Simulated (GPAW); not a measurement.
## GaN (P6_3mc): refractive index against wavelength

The refractive index of GaN (P6_3mc) along x below the direct gap (1.97 eV on the mesh) is read from one computed spectrum, n = √(Re ε). x, y and z are the Cartesian axes of the input cell.

It takes space group P6_3mc (No. 186, hexagonal). Conventional cell: a = 3.180 Å, b = 3.180 Å, c = 5.166 Å, α = 90.00°, β = 90.00°, γ = 120.00°. Around Ga on site b lie 4 N at 1.94 to 1.95 Å. Around N on site b lie 4 Ga at 1.94 to 1.95 Å.

Method: GPAW 26.7.0, LDA, RPA, k-mesh 12×12×6, local fields up to 50 eV, Lorentzian half width 0.15 eV.

Launch of the response step: `OMP_NUM_THREADS=1 python df.py`. The run took 1.9 min, its band step included, on 1 thread of Arm Neoverse V2, with other jobs on the host.

| wavelength (nm) | photon energy E (eV) | n |
| --- | --- | --- |
| 3000 | 0.413 | 2.3862 |
| 2000 | 0.620 | 2.3935 |
| 1550 | 0.800 | ? |
| 1310 | 0.946 | 2.4122 |
| 1064 | 1.165 | 2.4311 |

In the single-oscillator model n² − 1 = E₀E_d/(E₀² − E²), so 1/(n² − 1) = E₀/E_d − E²/(E₀E_d) is linear in E².

Working, on the rows shown:

| x = E² (eV²) | y = 1/(n² − 1) |
| --- | --- |
| 0.170801 | 0.21304 |
| 0.384302 | 0.211468 |
| 0.895757 | 0.207524 |
| 1.35784 | 0.203656 |

Means: x̄ = 0.70218, ȳ = 0.20892. Σ(x − x̄)(y − ȳ) = -0.006721, Σ(x − x̄)² = 0.8508. Slope = -0.006721 / 0.8508 = -0.0079; intercept = ȳ − slope · x̄ = 0.21447. Turned back into n, the line misses the rows shown by at most 0.00063.

Question: Predict the last column of the withheld row from the fit.

Answer: At x = 0.63984 the line gives y = 0.20941, that is 2.4032. The run gave 2.4026, so the interpolation is off by 0.00057, 1.3 % of the range in the table.

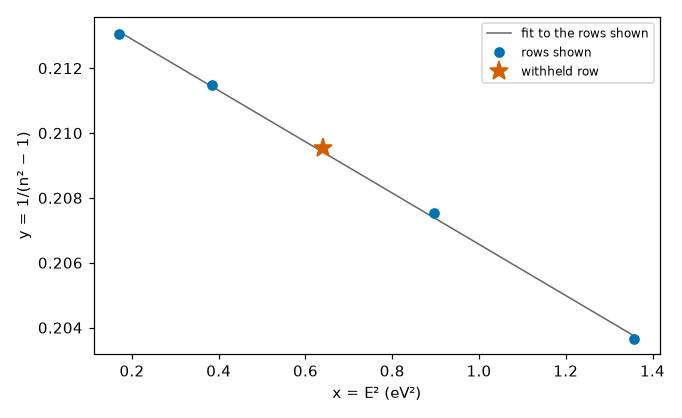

Refitted with all rows, the slope is -0.007907 and the intercept 0.2145. These give E₀ = √(intercept/−slope) = 5.21 eV and E_d = E₀/intercept = 24.3 eV; E₀ is 2.6 times the direct gap. The electronic limit at long wavelengths, without lattice vibrations, is n = √(1 + 1/intercept) = 2.380. The cell comes from an older database entry, whose edges can be off by a per cent or so. Excitons are left out; LDA gaps are as a rule too small. The values come from a sum over the points of one k-mesh and carry its error, which grows as the direct gap shrinks. Spin-orbit coupling is left out.
